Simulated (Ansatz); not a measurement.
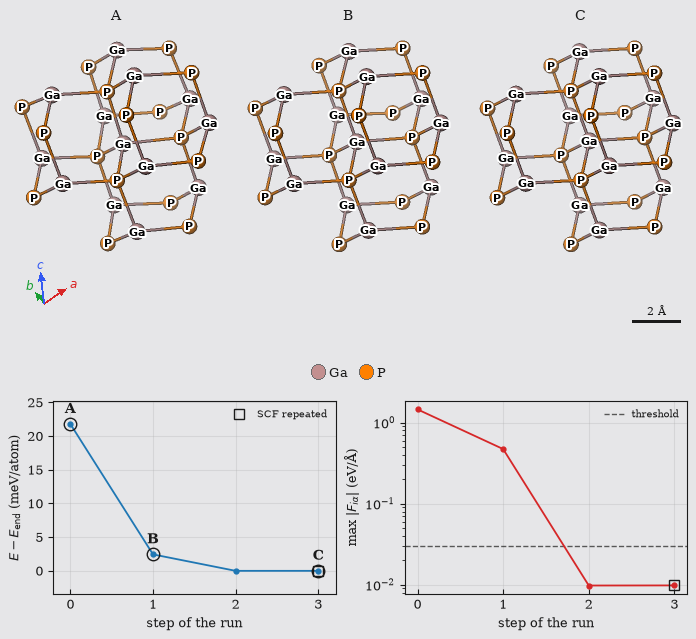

Frames of a relaxation of crystalline GaP (set up in P1), marked on the history of the run. Style: ball-and-stick. Shown: the atoms within 5.0 Å of the atom that moves most (axes of the cell of the calculation, reduced to other axes), slightly off an axis. Lengths and directions refer to the drawn axes.

Level of theory: Ansatz 0.2.0, DFT PBE, scalar-relativistic, plane waves, PAW. Set-up: plane-wave cutoff 420 eV; k-point mesh 2 × 2 × 2; occupations gaussian; smearing width 0.02 eV; no spin polarisation; atoms relaxed in a fixed cell; force threshold 0.03 eV/Å; at most 25 steps.

Describe the path.

After 2 accepted moves (3 points after the start) the energy has fallen by 21.8 meV per atom. The largest force component goes from 1.5 to 0.0098 eV/Å. 1 step only repeated the SCF at the same geometry. A Ga atom moves most: 0.15 Å roughly along [1 −1 1]. Largest moves by element: Ga 0.15 Å, P 0.11 Å. The cell doesn't change. Among the contacts that change: Ga–P 2.498 → 2.383 Å, Ga–P 2.268 → 2.382 Å, Ga–P 2.291 → 2.382 Å, Ga–P 2.466 → 2.384 Å. Among the angles between lasting bonds that change: P–Ga–P 103.7° → 109.4°, P–Ga–P 114.4° → 109.6°, Ga–P–Ga 114.2° → 109.5°. The space group (tolerance 0.01 Å) goes from P1 (No. 1) to F-43m (No. 216). From step 0 to 1: Ga and P atoms move most (0.10 Å), energy −19.4 meV per atom. From step 1 to 3: a Ga atom moves most (0.06 Å), energy −2.4 meV per atom.
